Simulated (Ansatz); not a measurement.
# Li: what the fields show

Input

```
crystal:
  lattice:
    - [1.4756434062, 0.8519631178, 7.2609962226]
    - [-1.4756434062, 0.8519631178, 7.2609962226]
    - [0.0, -1.7039262356, 7.2609962226]
  atoms:
    - { symbol: Li, position: [0.0, 0.0, 0.0] }
    - { symbol: Li, position: [0.2222530268, 0.2222530268, 0.2222530268] }
    - { symbol: Li, position: [0.7777469732, 0.7777469732, 0.7777469732] }
basis:
  ecutwfc: 420
kpoints:
  mp_grid: { grid: [18, 18, 18] }
hamiltonian:
  xc: pbe
  dispersion: d3bj
scf:
  occupations: { method: gaussian, width: 0.1 }
output:
  forces: true
  stress: true
  eigenvalues: true
  write_density: true
  write_potential: true
  elf: true
  volumetric_format: npy
relax:
  adjacent_minimum: "off"
  f_tol: 0.005
  max_steps: 80
  cell: { stress_tol: 0.05 }
```

Run with:

```sh
ansatz run input.yaml --threads 1 --pin off --max-ram 2560MiB --backend cpu --events-out ev --progress --plain --runs-dir out
```

Below, planes, directions and counts refer to the conventional cell (a = 2.95 Å, b = 2.95 Å, c = 21.78 Å, α = 90.00°, β = 90.00°, γ = 120.00°).

The fields are those of the relaxed geometry.

Space group R-3m; computed without spin polarisation.

Theory: DFT PBE+D3(BJ), scalar-relativistic, plane waves, PAW in Ansatz.

In a PAW calculation such maps are meaningful between the atoms, not at the nuclei.

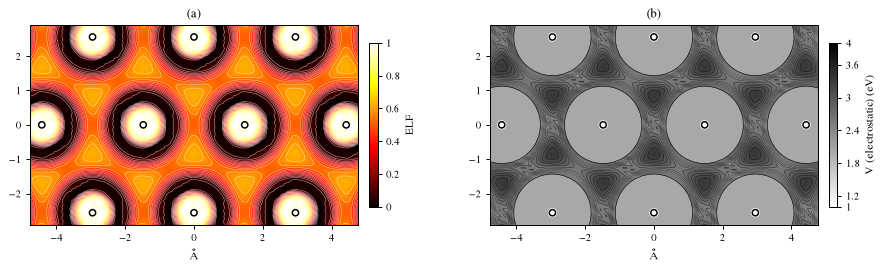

Figure 1. (a) ELF; (b) electrostatic potential (local pseudopotential plus Hartree) felt by an electron on the (001) plane of the conventional cell. Circles mark the nuclei in the plane (Li). Grey discs cover the atomic cores in the potential map.

> What does the map show?

The plane passes through Li nuclei. Li–Li (2.95 Å): the ELF reaches about 0.50 near the midpoint. The features right at Li lie inside the PAW spheres, where the map follows smoothed inner orbitals and isn't to be read closely. Outside the cores the potential energy rises away from the atoms and is highest about 1.7 Å from the nearest atoms; its zero is arbitrary.

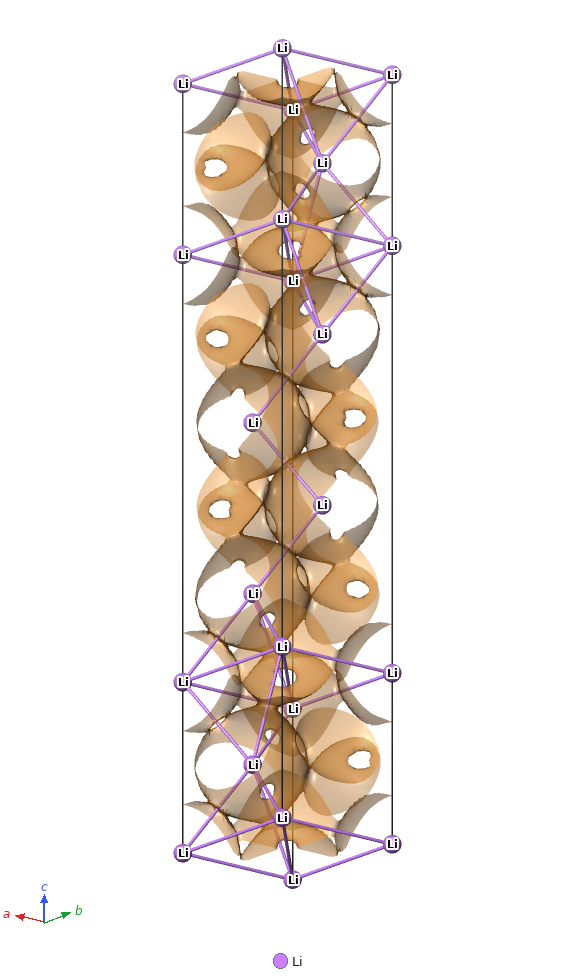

Figure 2. Isosurface of the ELF at 0.55 (orange), seen at an oblique angle. Core shells and regions of very low density are left out. Sticks mark near contacts.

> What do the ELF domains correspond to?

At this value the surface marks out one network that runs through the whole crystal, counted in one cell of 9 atoms. Regions shared between cells count once. There are no localised bonds or lone pairs at this value.

> Does the calculation give a band gap?

It is metallic or semimetallic at this level of theory: no gap opens.
